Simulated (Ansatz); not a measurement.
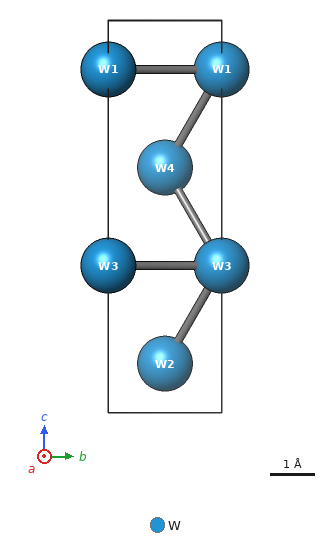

Figure 1. The structure (ball-and-stick view of the cell of the calculation, along the a axis; atoms are numbered from 1 in the order of the input).

## Single-point calculation of W

The run: single-point calculation of W (P-1, 4 atoms in the cell). Method and program: DFT PBE, scalar-relativistic, plane waves, PAW, no spin polarisation (Ansatz 0.2.0).

The structure derives from an entry of the Crystallography Open Database. It belongs to a series of runs on one base structure; here: the crystal above the cut slid by 0.2 of the vector 1 a1 + 0 a2 (2.757 Å). Figures and captions count atoms from 1; the log counts them from 0 in places.

**Log**
```
Engine: ansatz 0.2.0, x86_64-unknown-linux-gnu
Pseudopotentials: kind: paw
Pseudopotential: W, paw, valence charge 14, recommended cutoff 420 eV (normal), W.paw.azcp
Functional definition: PBE
  parameter kappa = 0.804
  parameter beta = 0.06672455060314922
  exchange = pbe_x(kappa = kappa, mu = beta*pi^2/3)
  correlation = pbe_c(beta = beta)
Crystal: 4 atoms, lattice volume = 64.531 Å³
Basis set: ecut = 420 eV, 1279 PW (Γ), exchange–correlation on 40×40×128 points (8 copies of the dense FFT grid, shifted against one another)
Bands: 34, of which v1, the nominal top of the filled ones, is band 28 counted from 1 (27 counted from 0)
Symmetry: 2 space group operations
Space group: P-1 (ITA 2), of the structure as read, at distance tolerance 4.0e-5 Å
k-points: 1696 of 3388
Non-local potential: W, projectors of the file, l = 0: 3, l = 1: 2, l = 2: 2, l = 3: 1
PAW form: soft (Blöchl's): semilocal exchange-correlation on the pseudo side does not see the compensation charge
PAW one-centre angular grid: W, 590 points (default); XC on 64 Gauss nodes
Initial density: superposition of atomic densities (neutral atoms: chi_scale 0, normalization atom), corrected by the library's trained network
Initial wavefunctions: pseudopotential atomic-orbital guess
Functional: x = pbe(κ = 0.804, μ = 0.2195149727645171), c = pbe(β = 0.06672455060314922)
SCF iter   1: F=—  HF=-41538.899726 eV  |F-HF|=—  |Δ(HF+E_count)|=         —  Δρ=3.47e-3  dr2=3.26e-3  ethr=1.77e-3  ⟨swp⟩=4.8  Hψ=222252  notcnv=0
preconditioner: auto → Kerker (q_TF=auto, 2.665 Å⁻¹)  [metal: Δε(μ)=0.000 eV  Ē_g=5.171 eV  σ=0.150 eV  W_gap=0.00  n_scr=18 (ndim 8)  ℏωp=22.6 eV  f_vac=0.000  D(μ)=2.09/eV (n_scr^D=8)]
SCF iter   2: F=—  HF=-41538.899501 eV  |F-HF|=—  |Δ(HF+E_count)|=   2.25e-4  Δρ=2.03e-3  dr2=1.19e-3  ethr=5.82e-6  ⟨swp⟩=1.9  Hψ=92293  notcnv=0
SCF iter   3: F=—  HF=-41538.899488 eV  |F-HF|=—  |Δ(HF+E_count)|=   1.30e-5  Δρ=1.82e-4  dr2=1.48e-5  ethr=2.13e-6  ⟨swp⟩=2.3  Hψ=82252  notcnv=0
SCF iter   4: F=—  HF=-41538.899469 eV  |F-HF|=—  |Δ(HF+E_count)|=   1.90e-5  Δρ=4.35e-5  dr2=2.24e-6  ethr=2.64e-8  ⟨swp⟩=2.3  Hψ=85420  notcnv=0
iter 5 did not close the SCF: its close was put off for the readings that it lacked (scf_convergence_deferred on its scf_iter line)
SCF iter   5: F=-41538.899469 eV  HF=-41538.899469 eV  |F-HF|=3.52e-8  |Δ(HF+E_count)|=   1.67e-7  Δρ=1.19e-5  dr2=6.65e-8  ethr=4.00e-9  ⟨swp⟩=2.4  Hψ=70633  notcnv=0
SCF iter   6: F=-41538.899469 eV  HF=-41538.899469 eV  |F-HF|=1.19e-8  |Δ(HF+E_count)|=   1.18e-8  Δρ=3.06e-6  dr2=1.48e-8  ethr=1.19e-10  ⟨swp⟩=8.8  Hψ=363446  notcnv=0
SCF 1 converged in 6 iterations: F = -41538.899469 eV  dr2 = 1.48e-8
  greatest PAW one-centre occupation: 1.000 electrons in one spin orbital (limit 2), on the W atom at site 3 (counted from 0), in its partial waves of l = 0
```

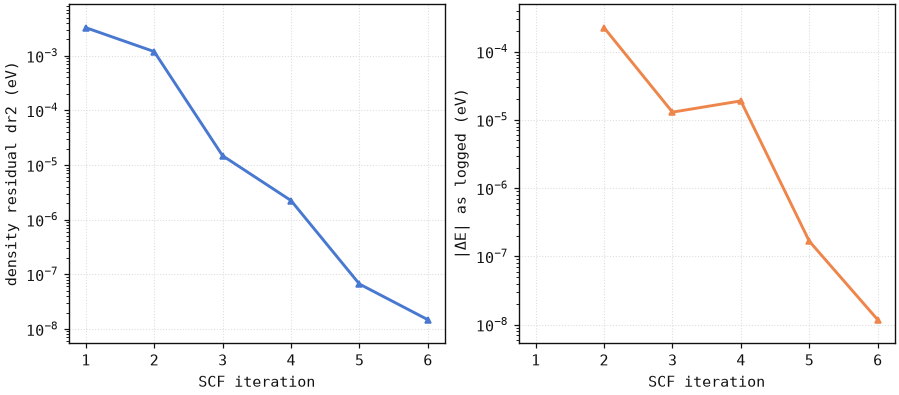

Figure 2. Convergence of the self-consistent field: density residual dr2 and size of the energy change against the SCF iteration. The residual falls at every step.

```
SCF converged after 6 iterations
Free energy (F): -41538.899469 eV
Harris-Foulkes:  -41538.899469 eV  (|F-HF|=1.19e-8)
Internal energy: -41538.875973 eV  (E = F + TS)
E sigma→0 (E₀):  -41538.887721 eV
Entropy (-TS):   -0.023496 eV (-5.874 meV/atom)
Fermi energy:    22.147925 eV
--- Per-component energies (eV) ---
  E_band       = -349.075927
  E_kinetic    = 1798.897525
  E_local      = -2451.458447  (includes V_loc(G=0)·N_el)
  E_nonlocal   = 1.667093
  E_hartree    = 878.086751
  E_xc         = -1067.436995
  E_vxc        = -954.738239  (∫ρ·V_xc dr)
  E_paw        = -34249.731806  (= ΣΔE_a)
  E_vpaw       = -499.616411  (= ΣTr[D̂ρ^β])
  E_aug_tail   = -0.000245  (compensation charges beyond the density's cutoff)
  E_ewald      = -6448.899850
  E_smearing   = -0.023496  (= −TS)
  E_closure    = 0.000000  (closes the sum)
  Σ components = -41538.899469   (vs F -41538.899469, Δ=0.00e0)
--- Forces (eV/Å), atoms counted from 1 ---
  atom   1  W     -0.72680960    -0.02971700    -1.39244763
  atom   2  W      0.72680960     0.02971700     1.39244763
  atom   3  W      0.03979665     0.13567341     0.05393952
  atom   4  W     -0.03979665    -0.13567341    -0.05393952
  max |Σ_I F_I| component: 0.00e0 eV/Å
--- Stress (GPa, compression-positive) ---
        0.219862       3.408849       1.635061
        3.408849      -1.757313       2.911638
        1.635060       2.911638       7.418556
  P = ⅓ Tr σ = 1.9604 GPa (19.604 kbar)
--- Band table (eV; the first three rows and the last of 1696) ---
  k-point 0: bands = ["-51.9392", "-51.8734", "-51.8733", "-51.8018", "-16.8097", "-16.2279", "-16.1802", "-15.9472", "-15.7923", "-15.7471", "-15.6095", "-15.5843", "-15.5806", "-15.5718", "-15.5297", "-15.4992", "12.6502", "15.0301", "15.0312", "16.0398", "18.7353", "19.4671", "19.7326", "20.2386", "20.4084", "20.7109", "21.0456", "21.3364", "22.8168", "23.2873", "23.5197", "23.6890", "23.9370", "24.1189"]
  k-point 1: bands = ["-51.9377", "-51.8872", "-51.8596", "-51.8032", "-16.7951", "-16.3430", "-16.0648", "-15.9439", "-15.8088", "-15.7311", "-15.6132", "-15.5843", "-15.5807", "-15.5717", "-15.5318", "-15.5110", "12.7114", "14.5357", "15.4607", "16.0439", "18.7546", "19.3729", "19.8245", "20.3145", "20.4501", "20.7266", "21.0286", "21.3683", "22.6043", "23.0491", "23.5204", "23.5769", "24.0691", "24.1712"]
  k-point 2: bands = ["-51.9334", "-51.9002", "-51.8474", "-51.8067", "-16.7522", "-16.4703", "-15.9414", "-15.9348", "-15.8295", "-15.7122", "-15.6229", "-15.5842", "-15.5810", "-15.5717", "-15.5532", "-15.5261", "12.8920", "14.0339", "15.7737", "16.0495", "18.8107", "19.2174", "19.9777", "20.4634", "20.6358", "20.7463", "20.9806", "21.4729", "22.1333", "22.6119", "23.4748", "23.6536", "24.0064", "24.2209"]
  k-point 1695: bands = ["-51.8072", "-51.7860", "-51.7382", "-51.7191", "-16.7574", "-16.7254", "-16.5479", "-16.4883", "-16.3809", "-16.3578", "-16.3029", "-16.1876", "-16.0698", "-16.0265", "-15.7182", "-15.6480", "16.4074", "16.6796", "16.7931", "16.9064", "17.0557", "17.3612", "19.2686", "19.6773", "20.4761", "21.1502", "22.6222", "23.1354", "23.9066", "24.3860", "24.9574", "25.5074", "26.9387", "27.3099"]
```

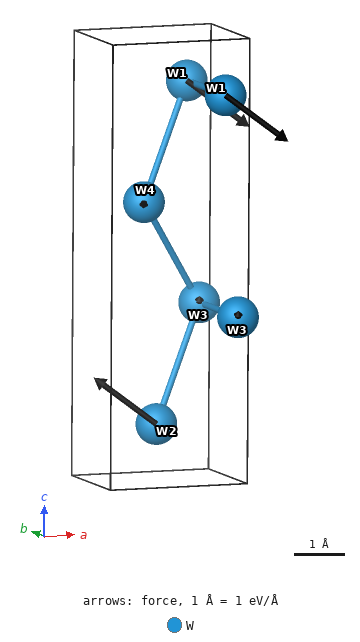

Figure 3. Forces on the atoms as black arrows (ball-and-stick view of the cell of the calculation, seen slightly off an axis; atoms are numbered from 1 in the order of the input). The largest act on W1, W2 (1.57 eV/Å). The geometry is not a stationary point of this energy.

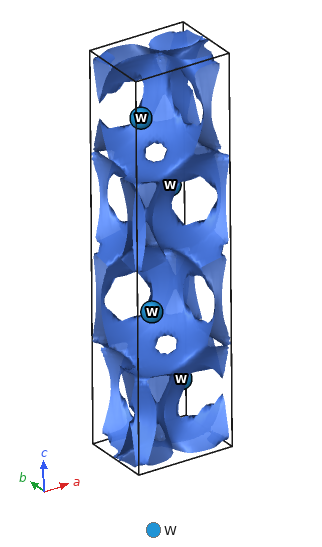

Figure 4. Isosurface of the electron localisation function at 0.4 (blue), seen slightly off an axis. Only the valence region is drawn (cores and ρ < 0.01 e/Å³ removed). Sticks mark near contacts. The outline is the cell set on symmetry axes. The ELF exceeds this value in one network that runs through the whole crystal, counted in one cell of 4 atoms.  Values along the shortest contacts: W–W (2.63 Å): the ELF is about 0.40 at the midpoint, as expected for metallic bonding. W–W (2.76 Å): the ELF is about 0.40 at the midpoint (metallic bonding. Core electrons are frozen (PAW), so the fields are smoothed inside the atomic spheres.

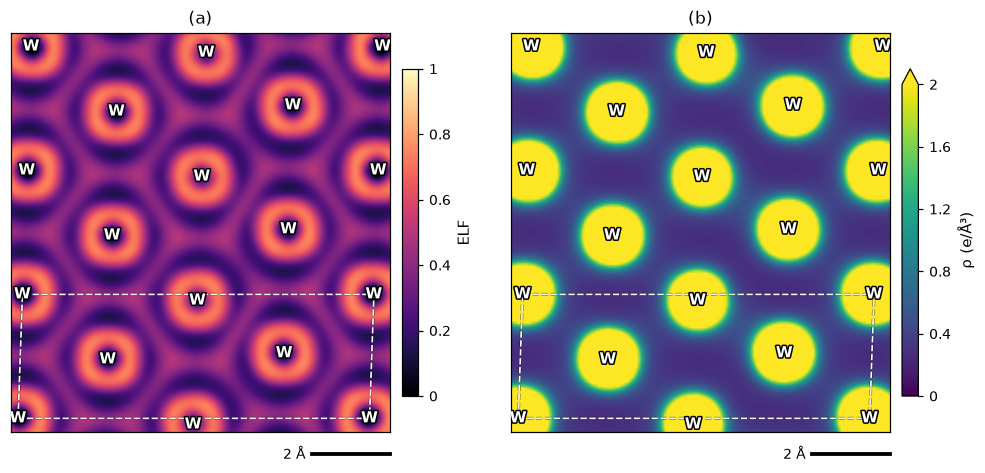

Figure 5. (a) ELF; (b) valence electron density on the (110) plane of the conventional cell. The section cuts through W sites. W–W (2.63 Å): the density is about 0.52 e/Å³ at the midpoint; the ELF is about 0.40 at the midpoint, as expected for metallic bonding. W–W (2.76 Å): ρ at the midpoint is about 0.4 e/Å³; the ELF is about 0.35 at the midpoint, as expected for metallic bonding. W–W (2.99 Å): ρ at the midpoint is about 0.28 e/Å³; the ELF is about 0.30 at the midpoint (no localised pair between them). Away from the nuclei the density in this plane falls to 0.25 e/Å³ at its lowest. The strong features right at W lie inside the PAW spheres (semicore, d or f shells) and say nothing about bonding.

This output came from the following input.

**Input**
```yaml
crystal:
  lattice:
    - [-1.5917793224, 1.5917793224, -1.5917793224]
    - [-1.5917793224, -1.5917793224, 1.5917793224]
    - [-0.3183558645, 6.6854731542, 6.0487614252]
  atoms:
    - { symbol: W, position: [-0.175, 0.0, 0.875] }
    - { symbol: W, position: [0.475, 0.5, 0.125] }
    - { symbol: W, position: [-0.075, 0.0, 0.375] }
    - { symbol: W, position: [0.375, 0.5, 0.625] }
basis:
  ecutwfc: 420
kpoints:
  mp_grid: { grid: [22, 22, 7] }
hamiltonian:
  xc: pbe
scf:
  occupations: { method: gaussian, width: 0.15 }
output:
  forces: true
  stress: true
  eigenvalues: true
  write_density: true
  write_potential: true
  elf: true
  volumetric_format: npy
```

Launch command:
```bash
ansatz run input.yaml --threads 2 --pin off --max-ram 5120MiB --backend cpu --events-out ev --progress --plain --runs-dir out
```

**Summary**

- outcome: converged
- space group (tolerance 0.01 Å): P-1 (2)
- electrons treated: 56
- free energy: −41538.8995 eV
- Fermi energy: 22.148 eV
- gap on the k-point mesh: none (metallic)
- pressure: 1.96 GPa
- largest force (length of the vector): 1.571 eV/Å
- hardware: 2 threads of AMD EPYC (Zen 2), 12 GiB of memory available, shared host
- wall time: 82 s (CPU time 2.7 min)
- peak memory: 2.3 GiB

**Remarks**

Spin–orbit coupling is left out, which matters for W.
